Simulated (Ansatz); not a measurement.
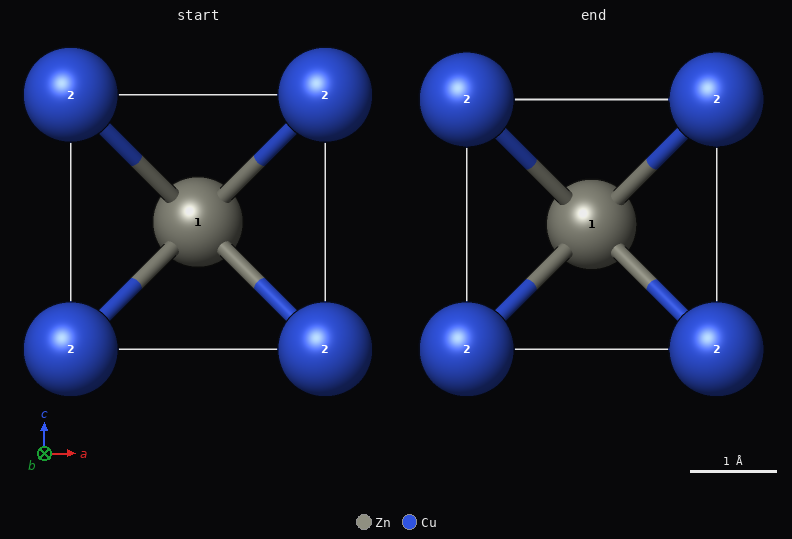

The structure of a crystal of ZnCu (set up in Pm-3m) before (left) and after (right) a relaxation, at one scale.

A ball-and-stick model of the cell of the calculation, seen along the b axis.

Case: relaxed again under DFT PBEsol, scalar-relativistic, plane waves, PAW.

The calculation used DFT PBEsol, scalar-relativistic, plane waves, PAW (Ansatz). Settings: plane-wave cutoff 420 eV; k-point mesh 14 × 14 × 14; occupations gaussian; smearing width 0.1 eV; no spin polarisation; cell and atoms relaxed; force threshold 0.005 eV/Å; at most 50 steps.

### Summarise the run.

No atom moves by more than 0.005 Å relative to the cell. The drawn cell changes as follows: a = b = c 2.963 → 2.908 Å (−1.9 %); the volume changes by −5.5 %. Near-neighbour distances that change, for instance: Zn1–Cu2 2.566 → 2.518 Å. The space group stays Pm-3m (No. 221). The energy falls by 31.8 meV per cell of the calculation in 3 accepted moves (4 points after the start). All forces vanish by symmetry, so only the cell relaxes. Pressure: −6.74 GPa at the start and 0.01 GPa at the end. The SCF was repeated once at an unchanged geometry on a basis and grid sized afresh for the cell, which shifted the energy by 1.2 meV per cell of the calculation at most.
